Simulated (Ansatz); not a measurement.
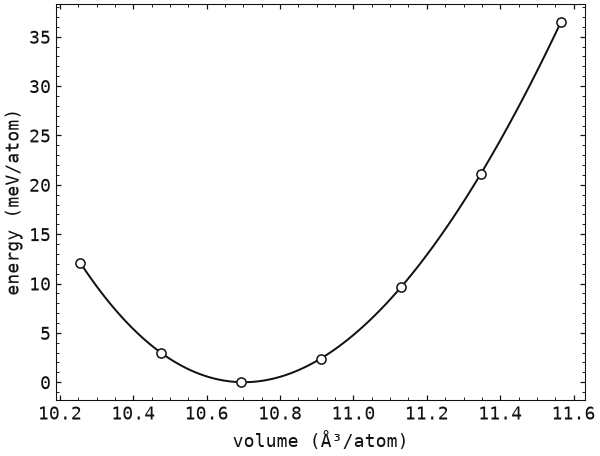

The picture above shows the energy against volume for CrCuO₂, space group R-3m (No. 166).

Structure:
```xyz
4
Lattice="1.4867 0.8583 5.7000 -1.4867 0.8583 5.7000 0.0000 -1.7167 5.7000" Properties=species:S:1:pos:R:3 pbc="T T T"
Cu    0.0000    0.0000    0.0000
Cr    0.0000    0.0000    8.5500
O     0.0000    0.0000   15.2546
O     0.0000    0.0000    1.8454
```

How it was computed, with Ansatz 0.2.0: all-electron LAPW DFT, collinear spins; energies at scaled volumes of the given cell, shape and fractions fixed, counted from the fit's minimum, third-order Birch-Murnaghan fit. Level: PBEsol, collinear spin.

- k mesh: 10×10×10
- occupations: Fermi–Dirac
- smearing width: 0.05 eV
- potentials: all electron LAPW, scalar relativistic
- program settings: basis error eV/atom 0.001

From this curve and the settings, what does the calculation give for the pressure at the same points?

The pressure falls from 9.04 GPa at volume 10.26 Å³/atom to −12.59 GPa at 11.57 Å³/atom, and changes sign near 10.70 Å³/atom.

```json
{"volume (Å³/atom)": "10.26", "pressure (GPa)": "9.04"}
{"volume (Å³/atom)": "10.47", "pressure (GPa)": "4.34"}
{"volume (Å³/atom)": "10.69", "pressure (GPa)": "0.15"}
{"volume (Å³/atom)": "10.91", "pressure (GPa)": "-3.59"}
{"volume (Å³/atom)": "11.13", "pressure (GPa)": "-6.94"}
{"volume (Å³/atom)": "11.35", "pressure (GPa)": "-9.92"}
{"volume (Å³/atom)": "11.57", "pressure (GPa)": "-12.59"}
```

Note: shape and atomic fractions are frozen while scaling, which makes layered, chain and framework solids too stiff.
